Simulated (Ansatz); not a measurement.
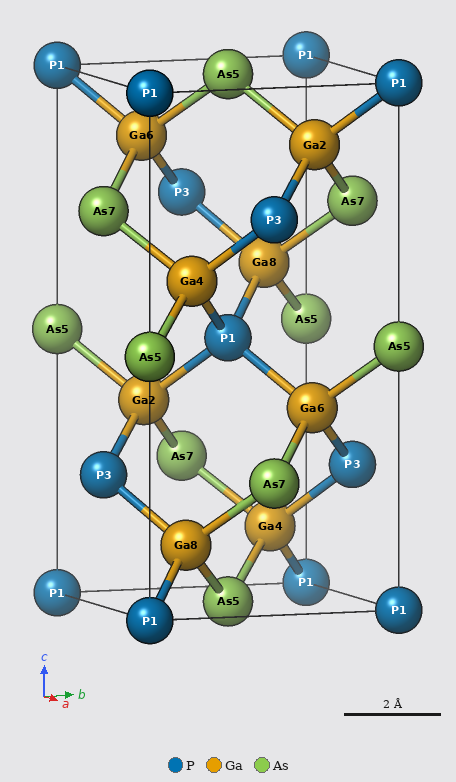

Fig. 1: The structure as given in the input (ball-and-stick view of the cell 2 times as large as that of the calculation, set on its symmetry axes, seen slightly off an axis; atoms are numbered from 1 in the order of the input). An atom can appear more than once, as a periodic image. Near neighbours in the periodic cell (some may lie outside the picture): P has 4 Ga at 2.37 Å; Ga has 2 As at 2.45 Å and 2 P at 2.37 Å; As has 4 Ga at 2.45 Å.

Ga2AsP: band-structure calculation

Ga2AsP (8 atoms in the cell), computed with DFT, r2SCAN, plane waves, PAW, no spin polarisation (Ansatz 0.2.0).

The structure was built on a prototype by a generator; it need not be a known phase. The geometry comes from this level: r2SCAN. Figures and captions count atoms from 1; the log counts them from 0 in places.

The program's output:
```
scf.n_extra_bands = 6 over 46 filled bands (N_el = 92.0): the run solves 52 bands
Engine: ansatz 0.2.0, aarch64-unknown-linux-gnu
Pseudopotentials: kind: paw
Pseudopotential: P, paw, valence charge 5, recommended cutoff 500 eV (meta_gga), P.paw.azcp
Pseudopotential: Ga, paw, valence charge 13, recommended cutoff 500 eV (meta_gga), Ga.paw.azcp
Pseudopotential: As, paw, valence charge 15, recommended cutoff 500 eV (meta_gga), As.paw.azcp
Functional definition: r2SCAN
  parameter k0 = 0.174
  parameter k1 = 0.065
  parameter a1 = 4.9479
  exchange = r2scan_x(k0 = k0, k1 = k1, a1 = a1)
  correlation = r2scan_c
Crystal: 8 atoms, lattice volume = 171.539 Å³
Basis set: ecut = 500 eV, 4341 PW (Γ), exchange–correlation on 200×200×200 points (64 copies of the dense FFT grid, shifted against one another)
Bands: 52, of which v1, the nominal top of the filled ones, is band 46 counted from 1 (45 counted from 0)
Symmetry: 8 space group operations
Space group: I-42d (ITA 122), of the structure as read, at distance tolerance 5.6e-5 Å
k-points: 30 of 216 (time reversal used)
Non-local potential: P, projectors of the file, l = 0: 2, l = 1: 2, l = 2: 2
Non-local potential: Ga, projectors of the file, l = 0: 2, l = 1: 2, l = 2: 3, l = 3: 1
Non-local potential: As, projectors of the file, l = 0: 2, l = 1: 2, l = 2: 3, l = 3: 1
PAW form: soft (Blöchl's): semilocal exchange-correlation on the pseudo side does not see the compensation charge
PAW frozen core: P, regenerated for the run's functional (the file was generated under x = pbe(κ = 0.804, μ = 0.2195149727645171), c = pbe(β = 0.06672455060314922))
PAW frozen core: Ga, regenerated for the run's functional (the file was generated under x = pbe(κ = 0.804, μ = 0.2195149727645171), c = pbe(β = 0.06672455060314922))
PAW frozen core: As, regenerated for the run's functional (the file was generated under x = pbe(κ = 0.804, μ = 0.2195149727645171), c = pbe(β = 0.06672455060314922))
PAW one-centre angular grid: P, 302 points (default); XC on 160 Gauss nodes
PAW one-centre angular grid: Ga, 590 points (default); XC on 160 Gauss nodes
PAW one-centre angular grid: As, 590 points (default); XC on 160 Gauss nodes
Initial density: superposition of atomic densities (neutral atoms: chi_scale 0, normalization atom), corrected by the library's trained network
Initial wavefunctions: pseudopotential atomic-orbital guess
Functional: x = r2scan, c = r2scan; τ floored in thin density (d = 2e-4 eV/Å³)
SCF iter   1: F=—  HF=-26412.424450 eV  |F-HF|=—  |Δ(HF+E_count)|=         —  Δρ=8.38e-3  dr2=6.93e-2  dr2_τ=2.28e-2  ethr=1.77e-3  ⟨swp⟩=5.1  Hψ=5210  notcnv=0  defer=90
preconditioner: auto → Resta (q_TF=auto, 2.459 Å⁻¹)  ε∞=3.8  [insulator: Δε(μ)=1.577 eV  Ē_g=14.282 eV  n_scr=36 (ndim 8)  ℏωp=24.1 eV  f_vac=0.043  ε∞_Penn≈3.8]
SCF iter   2: F=—  HF=-26412.455774 eV  |F-HF|=—  |Δ(HF+E_count)|=   3.13e-2  Δρ=1.99e-3  dr2=4.54e-3  dr2_τ=3.32e-4  ethr=7.54e-5  ⟨swp⟩=3.0  Hψ=3367  notcnv=0  defer=120
SCF iter   3: F=—  HF=-26412.454352 eV  |F-HF|=—  |Δ(HF+E_count)|=   1.42e-3  Δρ=1.84e-3  dr2=2.58e-3  dr2_τ=3.72e-5  ethr=4.94e-6  ⟨swp⟩=2.0  Hψ=2654  notcnv=0  defer=120
SCF iter   4: F=—  HF=-26412.454734 eV  |F-HF|=—  |Δ(HF+E_count)|=   3.82e-4  Δρ=3.21e-4  dr2=1.70e-4  dr2_τ=3.35e-6  ethr=2.80e-6  ⟨swp⟩=2.3  Hψ=2206  notcnv=0  defer=120
SCF iter   5: F=—  HF=-26412.454730 eV  |F-HF|=—  |Δ(HF+E_count)|=   3.70e-6  Δρ=9.10e-5  dr2=1.64e-5  dr2_τ=5.25e-7  ethr=1.85e-7  ⟨swp⟩=2.0  Hψ=2894  notcnv=0  defer=118
SCF iter   6: F=—  HF=-26412.454724 eV  |F-HF|=—  |Δ(HF+E_count)|=   5.72e-6  Δρ=4.07e-5  dr2=4.11e-6  dr2_τ=1.04e-7  ethr=1.79e-8  ⟨swp⟩=2.0  Hψ=2894  notcnv=0  defer=114
SCF iter   7: F=—  HF=-26412.454726 eV  |F-HF|=—  |Δ(HF+E_count)|=   2.10e-6  Δρ=6.53e-6  dr2=1.22e-7  dr2_τ=3.04e-9  ethr=4.47e-9  ⟨swp⟩=2.0  Hψ=1994  notcnv=0  defer=114
SCF iter   8: F=-26412.454726 eV  HF=-26412.454726 eV  |F-HF|=3.06e-10  |Δ(HF+E_count)|=   5.86e-8  Δρ=1.87e-6  dr2=7.99e-9  dr2_τ=3.81e-10  ethr=1.09e-10  ⟨swp⟩=18.2  Hψ=12118  notcnv=0
SCF 1 converged in 8 iterations: F = -26412.454726 eV  dr2 = 7.99e-9
  greatest PAW one-centre occupation: 0.999 electrons in one spin orbital (limit 2), on the As atom at site 6 (counted from 0), in its partial waves of l = 2
```

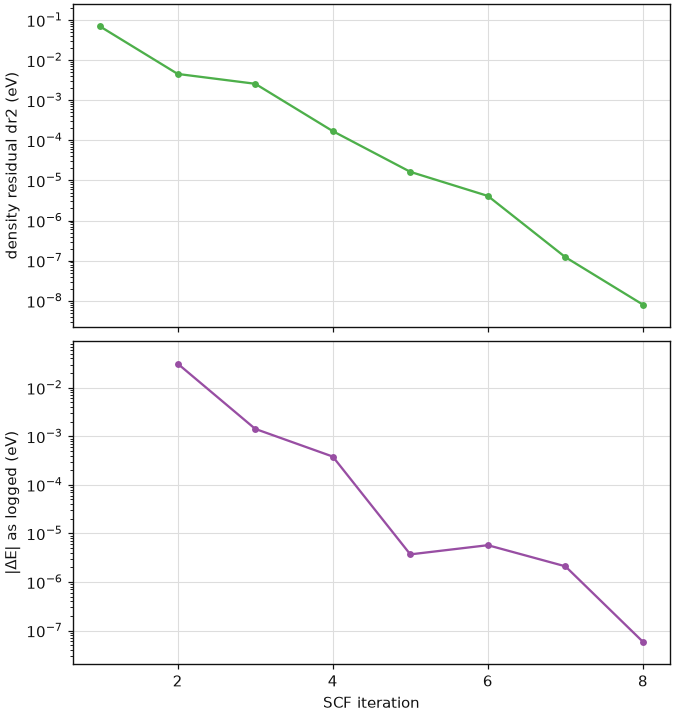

Fig. 2: Convergence of the self-consistent field: density residual dr2 and size of the energy change against the SCF iteration. The residual falls at every step.

```
NSCF: frozen V_eff on 9 k-points
SCF converged after 8 iterations
Free energy (F): -26412.454726 eV
Harris-Foulkes:  -26412.454726 eV  (|F-HF|=3.06e-10)
Internal energy: -26412.454726 eV  (E = F + TS)
E sigma→0 (E₀):  -26412.454726 eV
Fermi energy:    7.432950 eV
--- Per-component energies (eV) ---
  E_band       = -803.774416
  E_kinetic    = 807.734643
  E_local      = -12606.216711  (includes V_loc(G=0)·N_el)
  E_nonlocal   = 435.019402
  E_hartree    = 6173.644582
  E_xc         = -515.048437
  E_vxc        = -537.289702  (∫ρ·V_xc dr)
  E_paw        = -12863.680961  (= ΣΔE_a)
  E_vpaw       = -1277.355566  (= ΣTr[D̂ρ^β])
  E_aug_tail   = -0.000177  (compensation charges beyond the density's cutoff)
  E_vtau       = 27.049306  (kinetic-family band-sum trace: ∫τ·v_τ [+ j·A + Jᵃ·Aᵃ] dr)
  E_ewald      = -7838.198287
  E_core_change = -5.708779  (= ΣΔE_core)
  E_smearing   = -0.000000  (= −TS)
  E_closure    = -0.000000  (closes the sum)
  Σ components = -26412.454726   (vs F -26412.454726, Δ=0.00e0)
--- Forces (eV/Å), atoms counted from 1 ---
  atom   1  P     -0.00000000    -0.00000000    -0.00000000
  atom   2  Ga     0.00214823     0.00000000     0.00000000
  atom   3  P      0.00000000     0.00000000    -0.00000000
  atom   4  Ga     0.00000000     0.00214823    -0.00000000
  atom   5  As    -0.00000000     0.00000000    -0.00000000
  atom   6  Ga    -0.00214823     0.00000000    -0.00000000
  atom   7  As    -0.00000000    -0.00000000    -0.00000000
  atom   8  Ga     0.00000000    -0.00214823     0.00000000
  max |Σ_I F_I| component: 5.64e-17 eV/Å
--- Stress (GPa, compression-positive) ---
        0.007176       0.000000       0.000000
        0.000000       0.007176      -0.000000
        0.000000       0.000000       0.009648
  P = ⅓ Tr σ = 0.0080 GPa (0.080 kbar)
--- Band table (eV; the first three rows and the last of 30) ---
  k-point 0: bands = ["-28.1993", "-28.1988", "-28.1971", "-28.1971", "-28.1957", "-28.1957", "-28.1868", "-28.1861", "-28.1841", "-28.1837", "-7.8106", "-7.7964", "-7.7940", "-7.6849", "-7.6847", "-7.6847", "-7.6470", "-7.6458", "-7.6284", "-7.6284", "-7.6240", "-7.6240", "-7.6164", "-7.5988", "-7.5988", "-7.5853", "-7.5851", "-7.5782", "-7.5782", "-7.5677", "-5.6757", "-2.9299", "-2.7497", "-2.6494", "0.4543", "0.6713", "0.6713", "3.7285", "3.7285", "3.9251", "3.9617", "4.6696", "4.6696", "7.4171", "7.4171", "7.4330", "9.0784", "9.2347", "9.4418", "11.4890", "11.4890", "11.5266"]
  k-point 1: bands = ["-28.1993", "-28.1988", "-28.1970", "-28.1970", "-28.1958", "-28.1958", "-28.1868", "-28.1862", "-28.1841", "-28.1838", "-7.8039", "-7.7906", "-7.7882", "-7.7036", "-7.6803", "-7.6781", "-7.6507", "-7.6498", "-7.6358", "-7.6356", "-7.6331", "-7.6277", "-7.6086", "-7.5950", "-7.5949", "-7.5868", "-7.5842", "-7.5790", "-7.5788", "-7.5714", "-5.4371", "-3.1049", "-3.0427", "-2.7546", "0.5393", "0.8145", "0.8281", "3.6129", "3.6337", "3.8548", "4.7177", "4.8965", "4.9808", "5.6150", "6.7557", "7.3021", "9.5324", "10.1136", "10.9770", "11.5265", "11.5424", "11.6863"]
  k-point 2: bands = ["-28.1992", "-28.1989", "-28.1968", "-28.1968", "-28.1961", "-28.1961", "-28.1866", "-28.1863", "-28.1840", "-28.1838", "-7.7906", "-7.7806", "-7.7775", "-7.7404", "-7.6687", "-7.6655", "-7.6576", "-7.6571", "-7.6525", "-7.6519", "-7.6467", "-7.6382", "-7.5947", "-7.5890", "-7.5861", "-7.5851", "-7.5818", "-7.5811", "-7.5790", "-7.5776", "-4.7723", "-3.5235", "-3.4859", "-3.0196", "0.6800", "0.7141", "0.9024", "3.2956", "3.4139", "4.8919", "4.9259", "5.2578", "5.3812", "5.8612", "5.9599", "6.8966", "10.0671", "10.3248", "10.3773", "10.7457", "12.0022", "12.0478"]
  k-point 29: bands = ["-28.1990", "-28.1990", "-28.1973", "-28.1973", "-28.1955", "-28.1955", "-28.1866", "-28.1866", "-28.1839", "-28.1839", "-7.8110", "-7.8110", "-7.7575", "-7.7575", "-7.6555", "-7.6555", "-7.6547", "-7.6547", "-7.6243", "-7.6243", "-7.6233", "-7.6233", "-7.6169", "-7.6169", "-7.5993", "-7.5993", "-7.5763", "-7.5763", "-7.5671", "-7.5671", "-4.6479", "-4.6479", "-2.8232", "-2.8232", "0.4623", "0.4623", "3.4586", "3.4586", "4.6020", "4.6020", "4.6914", "4.6914", "5.6744", "5.6744", "5.7243", "5.7243", "9.2238", "9.2238", "9.4505", "9.4505", "9.8161", "9.8161"]
```

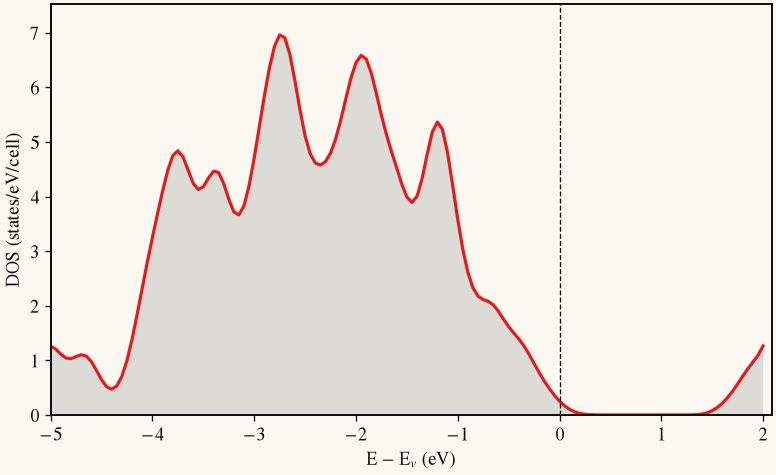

Fig. 3: Density of states (the curve is built from the levels of the k mesh with Gaussians 0.3 eV wide, which also blur the band edges), with energies from the valence-band top. There is a gap of 1.65 eV on the k-point mesh. The curves stop near 2.0 eV above the Fermi level, where the computed bands end. Small ripples come from the finite k-point mesh.

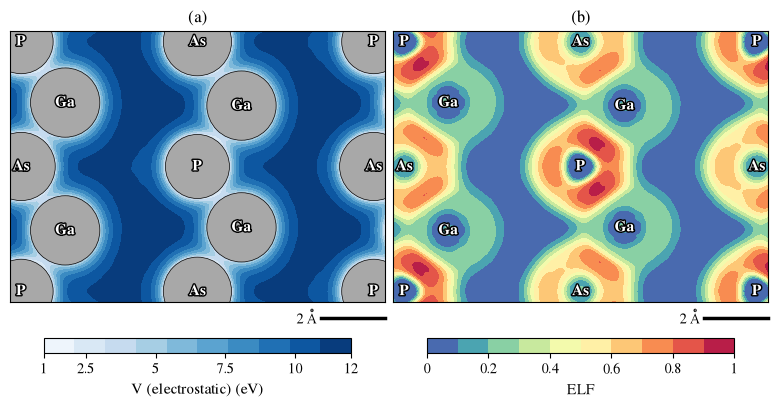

Fig. 4: (a) electrostatic potential (local pseudopotential plus Hartree) felt by an electron; (b) electron localisation function on the (110) plane of the conventional cell. Grey discs, where drawn, cover atomic cores. Ga–P (2.37 Å): the ELF peaks at about 0.90 between the atoms (a covalent bond). Outside the cores the potential energy rises away from the atoms and is highest about 2.4 Å from the nearest atoms; outside the discs it spans about 10 eV, and its zero is arbitrary. Core electrons are frozen (PAW), so the fields are smoothed inside the atomic spheres.

The run was set up as follows.

Input:
```yaml
crystal:
  lattice:
    - [-2.7789891759, 2.7789891759, 5.5530253686]
    - [2.7789891759, -2.7789891759, 5.5530253686]
    - [2.7789891759, 2.7789891759, -5.5530253686]
  atoms:
    - { symbol: P, position: [0.0, 0.0, 0.0] }
    - { symbol: Ga, position: [0.625, 0.6371138923, 0.5121138923] }
    - { symbol: P, position: [0.25, 0.75, 0.5] }
    - { symbol: Ga, position: [0.8871138923, 0.375, 0.0121138923] }
    - { symbol: As, position: [0.5, 0.5, 0.0] }
    - { symbol: Ga, position: [0.125, 0.1128861077, 0.4878861077] }
    - { symbol: As, position: [0.75, 0.25, 0.5] }
    - { symbol: Ga, position: [0.3628861077, 0.875, -0.0121138923] }
kpoints:
  mp_grid: { grid: [6, 6, 6] }
  band_path:
    path:
      - [0.0, 0.0, 0.0]
      - [0.0, 0.0, 0.5]
      - [0.25, 0.25, 0.25]
      - [0.0, 0.5, 0.0]
      - [0.5, 0.5, -0.5]
      - [0.3126115426, 0.6873884574, -0.3126115426]
      - [-0.3126115426, 0.3126115426, 0.3126115426]
      - [-0.1252230852, 0.1252230852, 0.5]
      - [0.5, 0.5, -0.1252230852]
    npoints: 1
hamiltonian:
  xc: r2scan
scf:
  occupations: { method: fixed }
  n_extra_bands: 6
output:
  forces: true
  stress: true
  eigenvalues: true
  write_density: true
  write_potential: true
  elf: true
  volumetric_format: npy
```

Launch command:
```bash
ansatz run input.yaml --threads 4 --pin off --max-ram 6451MiB --backend cpu --events-out ev --progress --plain --runs-dir out
```

Key numbers:

| quantity | value |
| --- | --- |
| outcome | converged |
| space group (tolerance 0.01 Å) | I-42d (122) |
| electrons treated | 92 |
| free energy | −26412.4547 eV |
| Fermi energy | 7.433 eV |
| gap on the k-point mesh | 1.65 eV |
| pressure | 0.01 GPa |
| largest force (length of the vector) | 0.002 eV/Å |
| hardware | 4 threads of Arm Neoverse V2, 24 GiB of memory available, shared host |
| wall time | 20 s (CPU time 79 s) |
| peak memory | 1 GiB |
